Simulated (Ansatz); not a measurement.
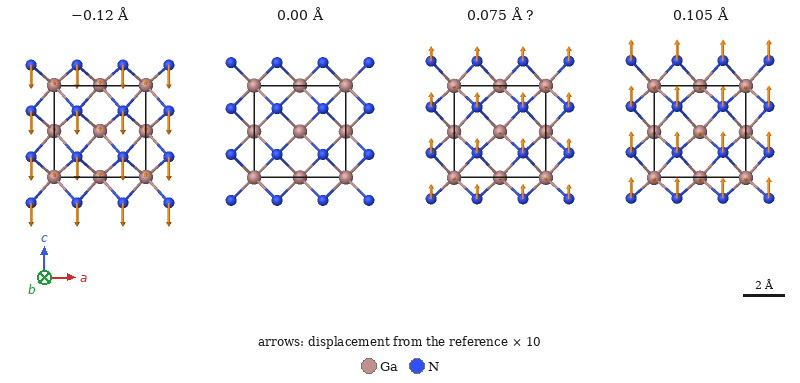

Crystalline GaN (F-43m): a normal mode at the zone centre (one arbitrary combination within a set of 3 degenerate modes) is frozen in with the cell fixed, the amplitude being the largest displacement of an atom. A ball-and-stick model of the conventional cell (4 times the calculation's cell), seen along the b axis. Orange arrows: displacements from the reference. Lengths and directions refer to the drawn axes.

The calculation used DFT PBE, scalar-relativistic, plane waves, PAW (Ansatz). (plane-wave cutoff 420 eV; k-point mesh 10 × 10 × 10; occupations gaussian; smearing width 0.05 eV; no spin polarisation). Energies (free energies at the smearing named) are counted from the relaxed crystal.

| largest displacement (Å) | E − E(ref) (meV/cell) |
| --- | --- |
| −0.120 | 117.3 |
| −0.060 | 29.6 |
| 0.000 | 0.0 |
| 0.015 | 1.9 |
| 0.030 | 7.4 |
| 0.045 | 16.7 |
| 0.075 | ? |
| 0.090 | 66.3 |
| 0.105 | 90.1 |

Fill in the missing row.

Answer. A straight line between the two neighbours gives 49.8 meV/cell. A cubic through the four nearest rows (0.030, 0.045, 0.090, 0.105) gives, with Lagrange weights, (−0.2000)(7.4) + (0.5000)(16.7) + (1.0000)(66.3) + (−0.3000)(90.1) = 46.1 meV/cell. The calculation gives 46.2 meV/cell, so the cubic is 0.1 meV/cell too low and the straight line 3.6 meV/cell too high, as the curve bends upwards here.

The whole profile:

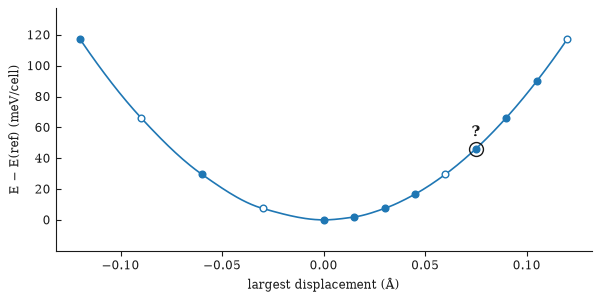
